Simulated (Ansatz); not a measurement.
# A series of single points on CeO$_{2}$

System: CeO$_{2}$ (Fm-3m, 3 atoms in the cell).
Method: DFT PBE, scalar-relativistic, plane waves, PAW, no spin polarisation (Ansatz 0.2.0).

The 9 runs differ only in the geometry, by an even scaling of the cell at fixed fractional positions.

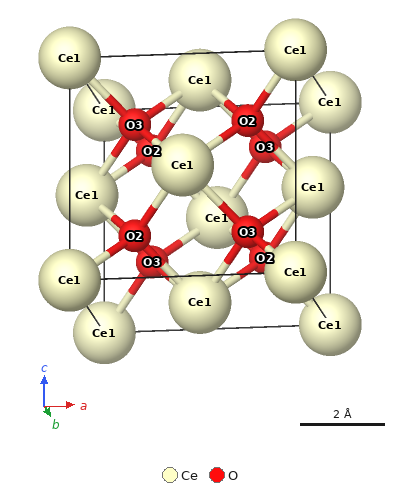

Figure 1. The structure of run 5 (ball-and-stick view of the cell 4 times as large as that of the calculation, set on its symmetry axes, seen at an oblique angle; atoms are numbered from 1 in the order of the input).

## Input of run 5
```yaml
crystal:
  lattice:
    - [0.0, 2.7321286399, 2.7321286399]
    - [2.7321286399, 0.0, 2.7321286399]
    - [2.7321286399, 2.7321286399, 0.0]
  atoms:
    - { symbol: Ce, position: [0.0, 0.0, 0.0] }
    - { symbol: O, position: [0.25, 0.25, 0.25] }
    - { symbol: O, position: [0.75, 0.75, 0.75] }
basis:
  ecutwfc: 420
  ecutrho_ratio: 4
kpoints:
  mp_grid: { grid: [12, 12, 12] }
hamiltonian:
  xc: pbe
scf:
  occupations: { method: gaussian, width: 0.05 }
output:
  forces: true
  stress: true
  eigenvalues: true
```

Command:
```bash
ansatz run input.yaml --threads 2 --pin off --max-ram 3072MiB --backend cpu --events-out ev --progress --plain --runs-dir out
```

Run 2 differs from it as follows:
```diff
-    - [0.0, 2.7321286399, 2.7321286399]
-    - [2.7321286399, 0.0, 2.7321286399]
-    - [2.7321286399, 2.7321286399, 0.0]
+    - [0.0, 2.6952034561, 2.6952034561]
+    - [2.6952034561, 0.0, 2.6952034561]
+    - [2.6952034561, 2.6952034561, 0.0]
```

## Results, with one run withheld

| run | volume per atom (Å³) | free energy per atom, from the lowest run given (meV) | pressure (GPa) | gap on the mesh (eV) |
| --- | --- | --- | --- | --- |
| 1 | 12.848 | 24.74 | 11.16 | 2.07 |
| 2 | 13.052 | ? | ? | ? |
| 3 | 13.324 | 3.04 | 3.68 | 1.96 |
| 4 | 13.325 | 3.03 | 3.66 | 1.96 |
| 5 | 13.596 | 0.00 | 0.00 | 1.90 |
| 6 | 13.650 | 0.10 | −0.69 | 1.89 |
| 7 | 13.868 | 2.84 | −3.29 | 1.84 |
| 8 | 14.548 | 31.94 | −10.11 | 1.70 |
| 9 | 14.956 | 61.95 | −13.38 | 1.63 |

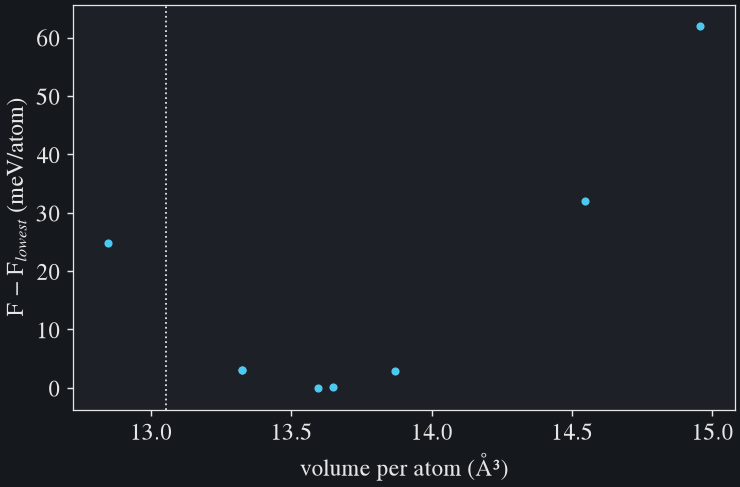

Figure 2. Free energy per atom of the runs given; the dotted line marks run 2.

What should run 2 give?

A cubic polynomial in V^(−2/3) (the Birch–Murnaghan form), fitted to the 8 runs given, misses them by at most 0.01 meV per atom. With x = V^(−2/3) − 0.17432 Å⁻², it reads F = 0.80188 − 1319.9 x + 5.3556e+05 x² + 7.8359e+05 x³ (meV per atom). At run 2 it gives 12.70 meV per atom, and the run itself gives 12.73. The slope of the fit gives a pressure −dF/dV of 7.78 GPa there, and the run prints 7.78 GPa. The fit has its minimum at 13.596 Å³ per atom, where V d²F/dV² gives 174 GPa: the bulk modulus at this level, since symmetry fixes the shape and the positions. The gap on the mesh goes, without turning, from 2.07 eV in run 1 to 1.63 eV in run 9; run 2 has 2.02 eV. These are gaps of this functional on this mesh, which can miss the band edges; they aren't the measured gap.

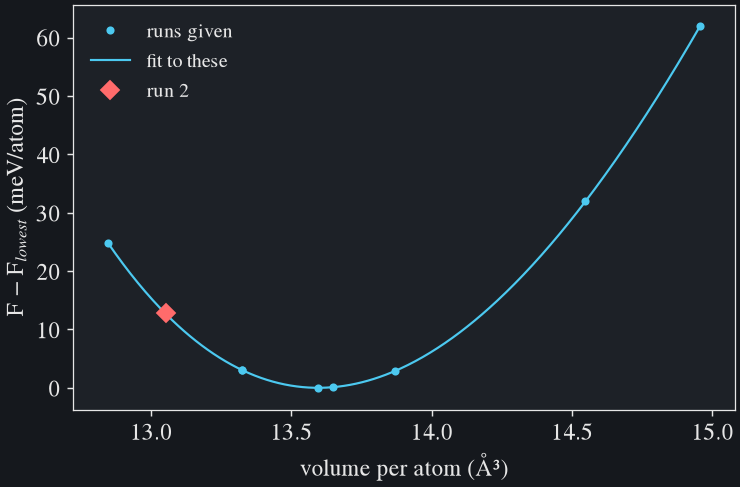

Figure 3. The fit and the withheld run.

## Output, shortened to warnings, some set-up lines, iterations and results (run 2)
```
Basis set: ecut = 420 eV, 749 PW (Γ), exchange–correlation on 54×54×54 points (8 copies of the dense FFT grid, shifted against one another)
Symmetry: 48 space group operations
k-points: 72 of 1728
Initial density: superposition of atomic densities (neutral atoms: chi_scale 0, normalization atom), corrected by the library's trained network
[...]
SCF iter   1: F=—  HF=-7715.784778 eV  |F-HF|=—  |Δ(HF+E_count)|=         —  Δρ=4.36e-3  dr2=4.33e-3  ethr=1.77e-3  ⟨swp⟩=6.0  Hψ=7951  notcnv=0
SCF iter   2: F=—  HF=-7715.788856 eV  |F-HF|=—  |Δ(HF+E_count)|=   4.08e-3  Δρ=6.86e-3  dr2=1.99e-2  ethr=1.80e-5  ⟨swp⟩=2.2  Hψ=3332  notcnv=0  defer=101
SCF iter   3: F=—  HF=-7715.789687 eV  |F-HF|=—  |Δ(HF+E_count)|=   8.31e-4  Δρ=6.86e-3  dr2=2.04e-2  ethr=1.80e-5  ⟨swp⟩=2.2  Hψ=2759  notcnv=0  defer=101
SCF iter   4: F=—  HF=-7715.787818 eV  |F-HF|=—  |Δ(HF+E_count)|=   1.87e-3  Δρ=1.80e-3  dr2=1.27e-3  ethr=1.80e-5  ⟨swp⟩=2.0  Hψ=2301  notcnv=0  defer=101
SCF iter   5: F=—  HF=-7715.787978 eV  |F-HF|=—  |Δ(HF+E_count)|=   1.60e-4  Δρ=1.28e-4  dr2=4.83e-6  ethr=5.28e-6  ⟨swp⟩=1.8  Hψ=1526  notcnv=0  defer=101
SCF iter   6: F=—  HF=-7715.787932 eV  |F-HF|=—  |Δ(HF+E_count)|=   4.68e-5  Δρ=5.45e-5  dr2=8.50e-7  ethr=2.01e-8  ⟨swp⟩=2.2  Hψ=2148  notcnv=0  defer=101
SCF iter   7: F=-7715.787932 eV  HF=-7715.787932 eV  |F-HF|=1.66e-8  |Δ(HF+E_count)|=   3.41e-7  Δρ=4.30e-6  dr2=5.94e-9  ethr=4.17e-10  ⟨swp⟩=7.8  Hψ=7326  notcnv=0
SCF 1 converged in 7 iterations: F = -7715.787932 eV  dr2 = 5.94e-9
SCF converged after 7 iterations
Free energy (F): -7715.787932 eV
Harris-Foulkes:  -7715.787932 eV  (|F-HF|=1.66e-8)
Internal energy: -7715.787932 eV  (E = F + TS)
E sigma→0 (E₀):  -7715.787932 eV
Fermi energy:    12.406953 eV
--- Per-component energies (eV) ---
  E_band       = 35.515744
  E_kinetic    = 741.412617
  E_local      = -911.810559  (includes V_loc(G=0)·N_el)
  E_nonlocal   = 31.422463
  E_hartree    = 325.629681
  E_xc         = -380.494075
  E_vxc        = -448.444205  (∫ρ·V_xc dr)
  E_paw        = -5785.913454  (= ΣΔE_a)
  E_vpaw       = -28.328513  (= ΣTr[D̂ρ^β])
  E_aug_tail   = 0.004846  (compensation charges beyond the density's cutoff)
  E_ewald      = -1736.039451
  E_smearing   = -0.000000  (= −TS)
  E_closure    = 0.000000  (closes the sum)
  Σ components = -7715.787932   (vs F -7715.787932, Δ=0.00e0)
--- Forces (eV/Å), atoms counted from 1 ---
  atom   1  Ce    -0.00000000     0.00000000     0.00000000
  atom   2  O      0.00000000     0.00000000     0.00000000
  atom   3  O      0.00000000     0.00000000    -0.00000000
  max |Σ_I F_I| component: 1.39e-17 eV/Å
--- Stress (GPa, compression-positive) ---
        7.777200       0.000000       0.000000
        0.000000       7.777200       0.000000
       -0.000000      -0.000000       7.777200
  P = ⅓ Tr σ = 7.7772 GPa (77.772 kbar)
```
